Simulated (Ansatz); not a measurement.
Input file:

```
crystal:
  lattice:
    - [0.0, 2.35976, 2.45052]
    - [2.35976, 0.0, 2.45052]
    - [2.35976, 2.35976, 0.0]
  atoms:
    - { symbol: B, position: [0.0, 0.0, 0.0] }
    - { symbol: P, position: [0.75, 0.75, 0.75] }
basis:
  ecutwfc: 500
kpoints:
  mp_grid: { grid: [10, 10, 10] }
hamiltonian:
  xc: r2scan
scf:
  occupations: { method: gaussian, width: 0.05 }
output:
  forces: true
  stress: true
  eigenvalues: true
  write_density: true
  write_potential: true
  elf: true
  volumetric_format: npy
```

Launched as:

```sh
ansatz run input.yaml --threads 1 --pin off --max-ram 2560MiB --backend cpu --events-out ev --progress --plain --runs-dir out
```

Below, planes, directions and counts refer to the conventional cell (a = 3.34 Å, b = 3.34 Å, c = 4.90 Å, α = 90.00°, β = 90.00°, γ = 90.00°).

Space group I-4m2; changed on purpose from its base cell (strain +0.040 along x and y, +0.080 along z, atoms carried along); computed pressure about −20 GPa in this cell.

Computed with DFT r2SCAN, scalar-relativistic, plane waves, PAW (Ansatz).

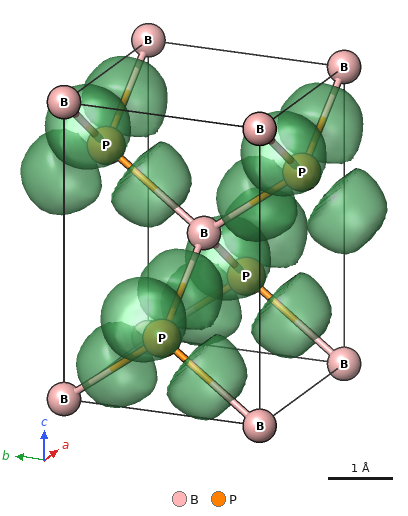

BP. Isosurface of the electron localisation function at 0.75 (green), seen at an oblique angle. Only the valence region is drawn (cores and ρ < 0.01 e/Å³ removed). Sticks mark near contacts.

Core electrons are frozen (PAW), and the valence fields are smoothed inside the atomic spheres.

Identify the bonds, lone pairs and shells in this picture.

Answer. At this value the surface marks out eight regions between bonded B–P atoms (shared pairs), counted in one cell of 4 atoms. Any copies at cell faces, edges or corners count once. Along the contacts the grid gives the following. B–P (2.07 Å): the ELF peaks at about 0.95 between the atoms; a shared electron pair.

Metal or insulator at this level of theory?

Answer. It is gapped, with a Kohn–Sham gap of 1.3 eV on the k-point mesh, an upper bound to the gap of this method.
